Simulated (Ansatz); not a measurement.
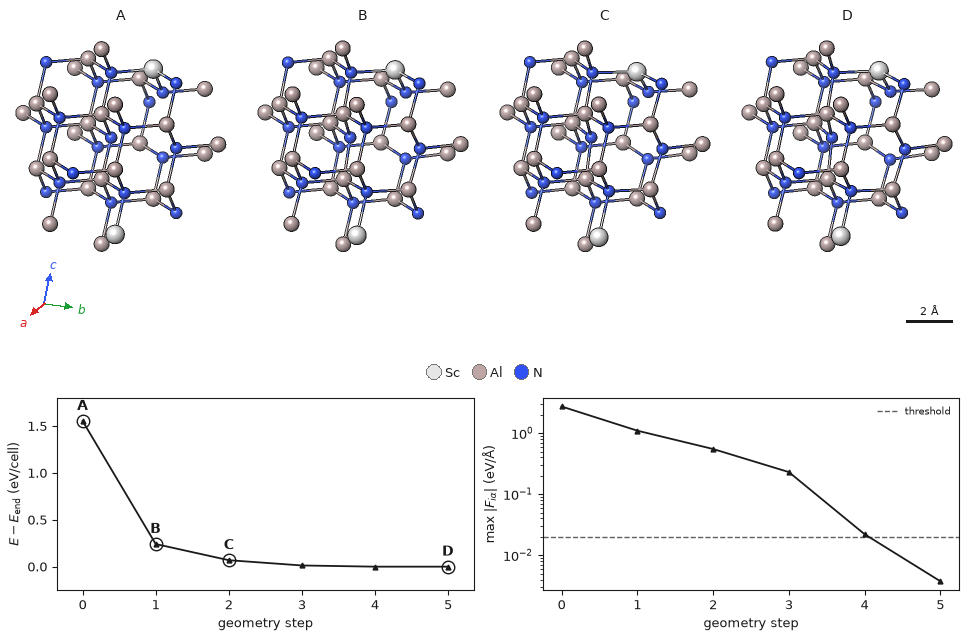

Frames of a relaxation of a defect cell of composition ScAl$_{14}$N$_{16}$, marked on the history of the run. A ball-and-stick model of the atoms within 5.0 Å of the atom that moves most (axes of the conventional cell (2 times the calculation's cell) (origin shifted)), seen from a free direction. Lengths and directions refer to the drawn axes.

Case: Sc after trading places with the vacancy, charge +0, atoms relaxed.

The calculation used Ansatz, DFT PBE, scalar-relativistic, plane waves, PAW.

Input
```yaml
crystal:
  lattice:
    - [-4.4031742015, -4.4031742015, 4.4031742015]
    - [4.4031742015, -4.4031742015, -4.4031742015]
    - [4.4031742015, 4.4031742015, 4.4031742015]
  atoms:
    - { symbol: Sc, position: [0.0, 0.0, 1.0] }
    - { symbol: Al, position: [0.5, 0.75, 0.75] }
    - { symbol: Al, position: [0.25, 0.75, 0.0] }
    - { symbol: Al, position: [0.0, 0.75, 0.25] }
    - { symbol: Al, position: [0.75, 0.0, 0.25] }
    - { symbol: Al, position: [0.5, 0.0, 0.5] }
    - { symbol: Al, position: [0.0, 0.25, 0.75] }
    - { symbol: Al, position: [0.75, 0.5, 0.75] }
    - { symbol: Al, position: [0.5, 0.5, 0.0] }
    - { symbol: Al, position: [0.25, 0.5, 0.25] }
    - { symbol: Al, position: [0.0, 0.5, 0.5] }
    - { symbol: Al, position: [0.75, 0.75, 0.5] }
    - { symbol: Al, position: [0.75, 0.25, 0.0] }
    - { symbol: Al, position: [0.5, 0.25, 0.25] }
    - { symbol: Al, position: [0.25, 0.25, 0.5] }
    - { symbol: "N", position: [0.25, 0.75, 0.75] }
    - { symbol: "N", position: [0.0, 0.75, 0.0], spin: -0.33 }
    - { symbol: "N", position: [0.5, 0.5, 0.75] }
    - { symbol: "N", position: [0.25, 0.5, 0.0] }
    - { symbol: "N", position: [0.0, 0.5, 0.25] }
    - { symbol: "N", position: [0.75, 0.75, 0.25] }
    - { symbol: "N", position: [0.5, 0.75, 0.5] }
    - { symbol: "N", position: [0.0, 0.0, 0.75], spin: 0.44 }
    - { symbol: "N", position: [0.75, 0.25, 0.75] }
    - { symbol: "N", position: [0.5, 0.25, 0.0] }
    - { symbol: "N", position: [0.25, 0.25, 0.25], spin: -0.33 }
    - { symbol: "N", position: [0.0, 0.25, 0.5] }
    - { symbol: "N", position: [0.75, 0.5, 0.5] }
    - { symbol: "N", position: [0.75, 0.0, 0.0], spin: 0.52 }
    - { symbol: "N", position: [0.5, 0.0, 0.25] }
    - { symbol: "N", position: [0.25, 0.0, 0.5] }
basis:
  ecutwfc: 420
  xc_grid: 2
kpoints:
  mp_grid: { grid: [2, 2, 2], shift: [0.5, 0.5, 0.5] }
hamiltonian:
  xc: pbe
scf:
  occupations: { method: gaussian, width: 0.02 }
output:
  forces: true
  stress: false
  eigenvalues: true
  populations: true
  write_density: true
  write_potential: true
  elf: true
  volumetric_format: npy
magnetization:
  spin_polarized: true
relax:
  adjacent_minimum: "off"
  f_tol: 0.02
  max_steps: 60
```

Run as
```bash
ansatz run input.yaml --threads 4 --pin off --max-ram 8192MiB --backend cpu --events-out ev --progress --plain --runs-dir out
```

Describe the path.

Answer. Over 5 geometry steps the energy falls by 1.554 eV per cell of the calculation. Largest force component: 2.7 eV/Å at the start, 0.0037 eV/Å at the end. The largest moves, 0.24 Å, are those of N16 and N25. N16 goes along [1 −1 0]. Largest moves by element: N 0.24 Å, Sc 0.08 Å, Al 0.06 Å. The cell doesn't change. Near-neighbour distances that change, for instance: Sc1–N29 1.907 → 2.072 Å, Sc1–N17 1.907 → 2.046 Å, Sc1–N23 1.907 → 2.014 Å, Al12–N23 1.907 → 1.847 Å. Bond angles that change, for instance: Al7–N23–Al12 109.5° → 118.5°, Al4–N31–Al15 109.5° → 117.3°, N16–Al2–N18 109.5° → 101.8°. Cost: 110 s on 4 threads of Arm Neoverse N1, with other jobs on the host, peak memory 1 GiB. From step 0 to 1: N atoms move most (0.14 Å), energy −1.313 eV per cell of the calculation. From step 1 to 2: Sc1 moves most (0.08 Å), energy −0.173 eV per cell of the calculation. From step 2 to 5: N atoms move most (0.06 Å), energy −69.1 meV per cell of the calculation.

```tsv
step	E − E(0), meV/atom	largest force component, eV/Å
0	0.00	2.7357
1	-42.34	1.0985
2	-47.91	0.5502
3	-49.73	0.2305
4	-50.14	0.0221
5	-50.14	0.0037
```

Limits of the set-up: the periodic images lie only 7.6 Å apart, so the values are limited by the cell's size.
